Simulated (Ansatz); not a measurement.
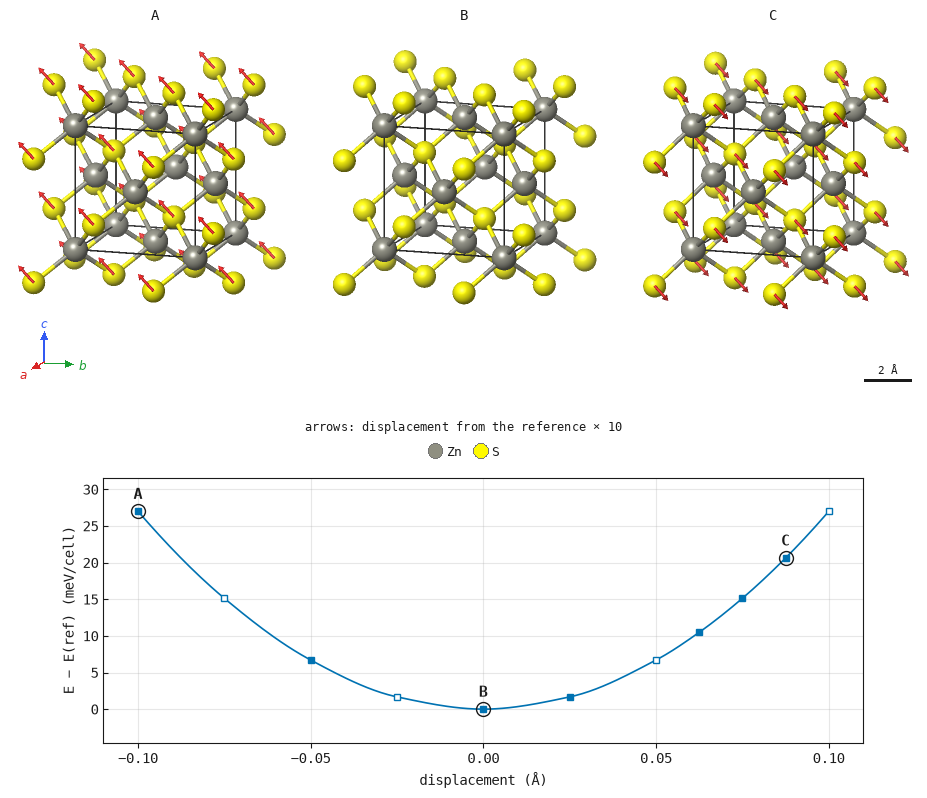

A scan of solid ZnS (F-43m): the whole S sublattice is shifted rigidly, towards the nearest copy of atom 2 (S) at 3.825 Å, all else fixed. The lettered frames are marked on the plot. Hollow markers are points alike by symmetry, not computed again. The picture is a ball-and-stick view of the conventional cell (4 times the calculation's cell), seen slightly off an axis. Red arrows: displacements from the reference. Lengths and directions refer to the drawn axes.

Method: Ansatz, DFT LDA, scalar-relativistic, plane waves, PAW. Settings: plane-wave cutoff 420 eV; k-point mesh 10 × 10 × 10; occupations gaussian; smearing width 0.05 eV; no spin polarisation. Energies (free energies at the smearing named) are counted from the cell as listed in its source, which wasn't relaxed.

### Describe the profile.

Of the computed points the lowest is at the displacement 0.00 Å, 0.0 meV/cell. The end points stand at 27.0 meV/cell (−0.10 Å) and 27.0 meV/cell (0.10 Å). The curvature at zero is about 5.4 eV/Å² per cell. The well is symmetric. At the highest point the shortest interatomic distance is 2.26 Å, against 2.34 Å in the reference. The distortion takes the space group from F-43m to Cm.
